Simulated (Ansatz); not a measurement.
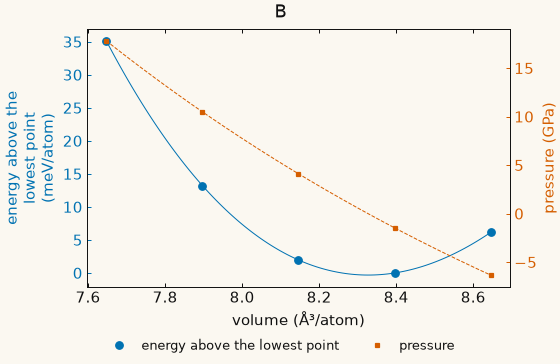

Plotted: energy above the lowest point and pressure against volume for B, space group Fd-3m (No. 227) (one of a set of cubic test structures, which need not be the stable phase).

Method: equation of state of a cubic crystal from periodic Kohn-Sham density functional theory without spin, third-order Birch-Murnaghan fit to the free energies; pressure corrected for the finite basis (Ansatz 0.2.0 development build). Level: r2SCAN.

```json
{"setting": "structure type", "value": "diamond"}
{"setting": "atoms in cell", "value": "2"}
{"setting": "space group number", "value": "227"}
{"setting": "lattice centring", "value": "face-centred primitive"}
{"setting": "k mesh", "value": "14×14×14"}
{"setting": "occupation method", "value": "Fermi–Dirac"}
{"setting": "occupation width", "value": "0.1 eV"}
{"setting": "wave cutoff", "value": "710 eV"}
{"setting": "datasets", "value": "hand-made PAW"}
{"setting": "density tolerance", "value": "1e-09 eV"}
{"setting": "bands", "value": "7"}
{"setting": "density cutoff ratio", "value": "4"}
{"setting": "search for lower states", "value": "default"}
{"setting": "xc grid level", "value": "2"}
```

**Give the fitted equation-of-state parameters.**

A third-order Birch–Murnaghan fit gives V0 = 8.33 Å³/atom, B0 = 180 GPa and B′ = 3.5.

**What does the pressure do across the range?**

It falls from 17.8 GPa at volume 7.6475 Å³/atom to −6.3 GPa at 8.6450 Å³/atom, and changes sign near 8.33 Å³/atom.

Note: cubic model structure, not the ambient form; modest k-mesh, values are not fully converged in k.
